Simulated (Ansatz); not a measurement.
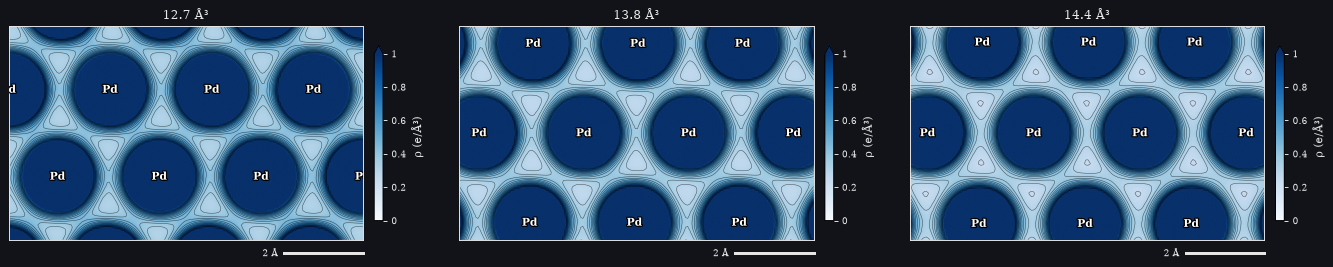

Pd. The valence pseudo-density of cells scaled evenly to different volumes (given per atom above each panel), on the (11̄0) plane of each (indices in the axes of the cell below), at one length scale and on one colour scale.

A generated structure, not necessarily the stable one.

Method: Ansatz 0.2.0, DFT, LDA (PW92), plane waves (420 eV) with PAW, scalar-relativistic.

Core electrons are frozen (PAW), and the valence fields are smoothed inside the atomic spheres.

The largest cell:

```
CELL_PARAMETERS angstrom
-3.34616 3.34449 1.36075
3.34449 -3.34616 1.36075
1.70659 1.70659 -1.36380
ATOMIC_POSITIONS crystal
Pd 0.99997 0.00003 0.00000
Pd 0.75003 0.24997 0.50000
```

| volume (Å³/atom) | Pd–Pd contact in the plane (Å) | ρ at its midpoint (e/Å³) | pressure (GPa) | 
| --- | --- | --- | --- |
| 12.65 | 2.542 | 0.444 | 39.2 | 
| 13.23 | 2.580 | ? | ? | 
| 13.80 | 2.617 | 0.384 | 10.0 | 
| 14.38 | 2.653 | 0.358 | 0.1 | 
| 15.53 | 2.721 | 0.314 | −13.6 | 

Question: What values belong in the row with question marks?

Answer: Over the known rows ln ρ falls by 1.94 per Å of Pd–Pd distance (a least-squares line), which gives 0.412 e/Å³ at 2.580 Å; the calculation gives 0.412 e/Å³. For the pressure, a straight line in volume between the neighbouring rows gives 24.5 GPa; the calculation gives 22.8, lower because pressure rises ever faster on compression.
